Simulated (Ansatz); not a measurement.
System: Mo.

Input

```
crystal:
  lattice:
    - [-3.142, -3.142, 3.142]
    - [-3.142, 3.142, -3.142]
    - [3.142, -3.142, -3.142]
  atoms:
    - { symbol: Mo, position: [0.4872692553, 0.4872692553, 0.5] }
    - { symbol: Mo, position: [0.0, 0.5, 0.5] }
    - { symbol: Mo, position: [0.5, 0.0, 0.5] }
    - { symbol: Mo, position: [0.0, 0.0, 0.5] }
    - { symbol: Mo, position: [0.5, 0.5, 0.0] }
    - { symbol: Mo, position: [0.0, 0.5, 0.0] }
    - { symbol: Mo, position: [0.5, 0.0, 0.0] }
    - { symbol: Mo, position: [0.0, 0.0, 0.0] }
basis:
  ecutwfc: 420
kpoints:
  mp_grid: { grid: [12, 12, 12] }
hamiltonian:
  xc: pbe
scf:
  occupations: { method: gaussian, width: 0.15 }
output:
  forces: true
  stress: true
  eigenvalues: true
  write_density: true
  write_potential: true
  elf: true
  volumetric_format: npy
```

Command:

```sh
ansatz run input.yaml --threads 2 --pin off --max-ram 5120MiB --backend cpu --events-out ev --progress --plain --runs-dir out
```

Below, planes, directions and counts refer to the conventional cell (a = 6.28 Å, b = 6.28 Å, c = 6.28 Å, α = 90.00°, β = 90.00°, γ = 90.00°).

Space group I4mm; changed on purpose from its base cell (atom 1 (Mo) moved +0.080 A along Cartesian [1 0 0]); not relaxed (largest force 1.0 eV/Å); computed pressure about 5 GPa in this cell; computed without spin polarisation.

Theory: Ansatz 0.2.0, DFT PBE, scalar-relativistic, plane waves, PAW.

**What can the converged valence pseudo-density and electron localisation function tell about the bonding?**

Mo–Mo (2.72 Å): the density is about 0.38 e/Å³ at the midpoint; the ELF is about 0.30 at the midpoint (no shared electron pair shows on this line).

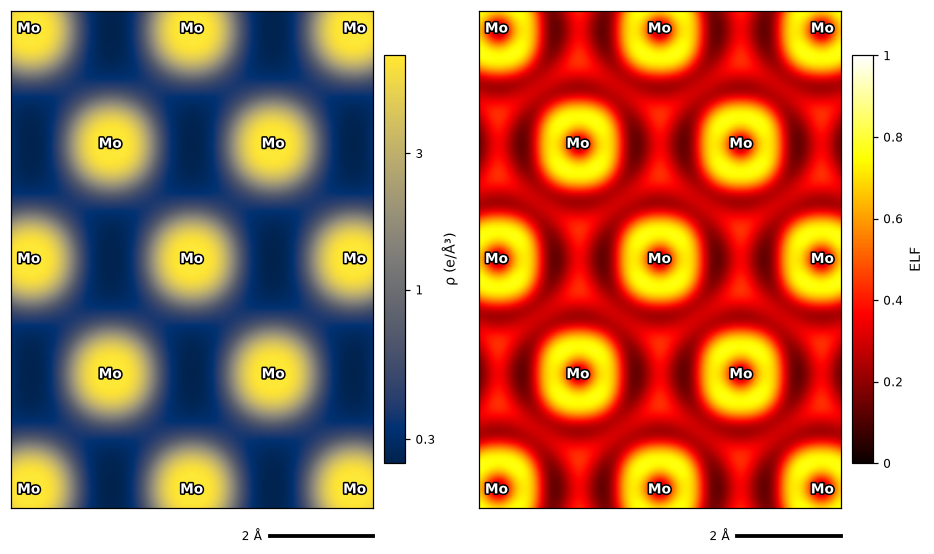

Computed valence pseudo-density and electron localisation function on the (101) plane of the conventional cell, in this order. 

Core electrons are frozen (PAW), and the valence fields are smoothed inside the atomic spheres.
